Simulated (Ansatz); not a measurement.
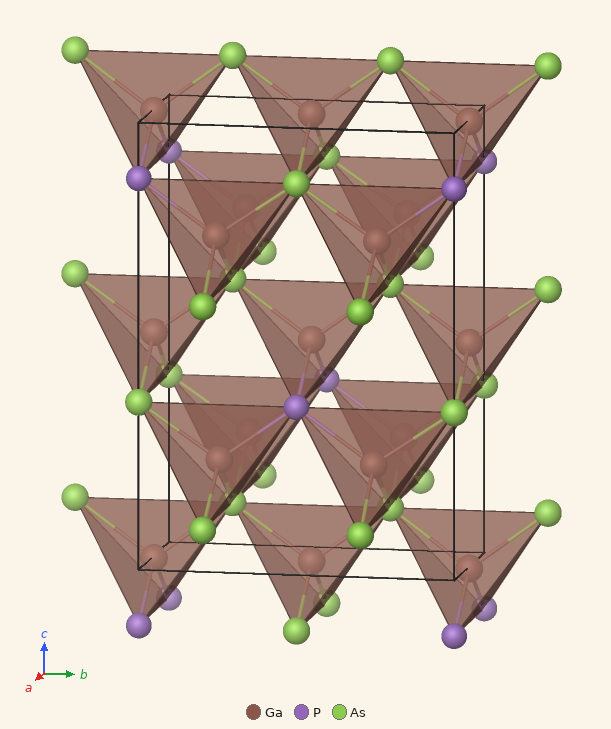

Drawn in the polyhedral manner and seen slightly off an axis. One conventional unit cell is outlined, and atoms on its boundary appear in each equivalent place. Some neighbours outside the box are added.

Ga4As3P, space group Amm2 (No. 38), a = 4.02 Å, b = 8.04 Å, c = 11.37 Å, α = 90.00°, β = 90.00°, γ = 90.00°.

The calculation used DFT PBE, scalar-relativistic, plane waves, PAW (Ansatz 0.2.0), with a plane-wave cutoff of 420 eV, k-points about 0.16 Å⁻¹ apart, Gaussian smearing of 0.02 eV, no spin polarisation.

Question: What is the electronic character?

Answer: A semiconductor at this level, with a gap of 0.44 eV on the k-mesh (the true edges may lie between mesh points, so the gap can be somewhat smaller).

The cell started as a structure type filled with these elements by a generator (whether the compound takes this form wasn't checked). This is the structure after a relaxation with DFT PBE, scalar-relativistic, plane waves, PAW in Ansatz.
